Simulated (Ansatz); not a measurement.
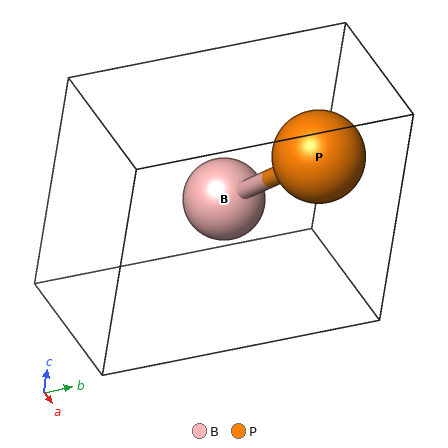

System: BP, space group F-43m (No. 216) (cell built by us, not taken from a database). The picture shows the cell.

Starting cell:
```xyz
2
Lattice="0.0000 2.2742 2.2742 2.2742 0.0000 2.2742 2.2742 2.2742 0.0000" Properties=species:S:1:pos:R:3 pbc="T T T"
B     2.2742    2.2742    2.2742
P     3.4113    3.4113    3.4113
```

Calculation (Ansatz 0.2.0): proper piezoelectric stress tensor of an insulator from Berry phases at small strains, Voigt columns xx yy zz yz xz xy, Cartesian axes of the cell vectors; plane waves with PAW datasets, Γ-centred k mesh. Level: PBE, no spin polarisation.

| setting | value |
| --- | --- |
| wave cutoff | 420 eV |
| k mesh | 12×12×12 |
| occupations | fixed |
| pressure | 0 GPa |
| ions | relaxed |
| strain amplitude | 0.002 |

Describe the result: the piezoelectric tensor e in Voigt notation.

The largest components, equal in size at 0.114 C/m², are e14, e25 and e36. Three components exceed 1 % of the largest: e14 = −0.114, e25 = −0.114, e36 = −0.114 C/m².

|  | xx | yy | zz | yz | xz | xy |
| --- | --- | --- | --- | --- | --- | --- |
| x | 0.000 | 0.000 | 0.000 | −0.114 | 0.000 | 0.000 |
| y | 0.000 | 0.000 | 0.000 | 0.000 | −0.114 | 0.000 |
| z | 0.000 | 0.000 | 0.000 | 0.000 | 0.000 | −0.114 |

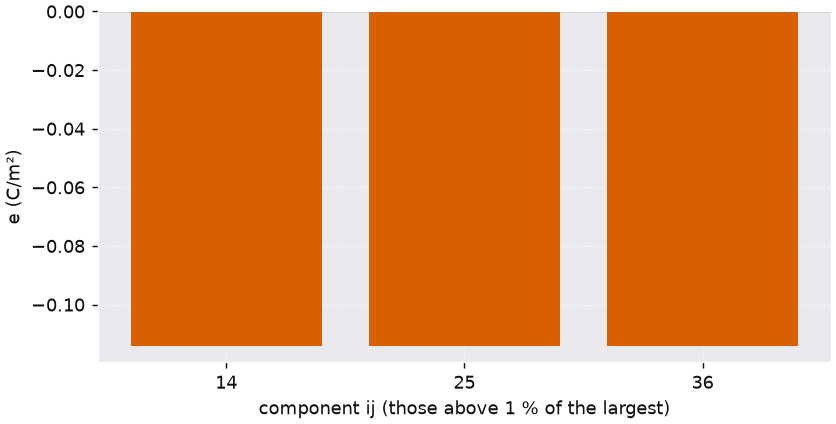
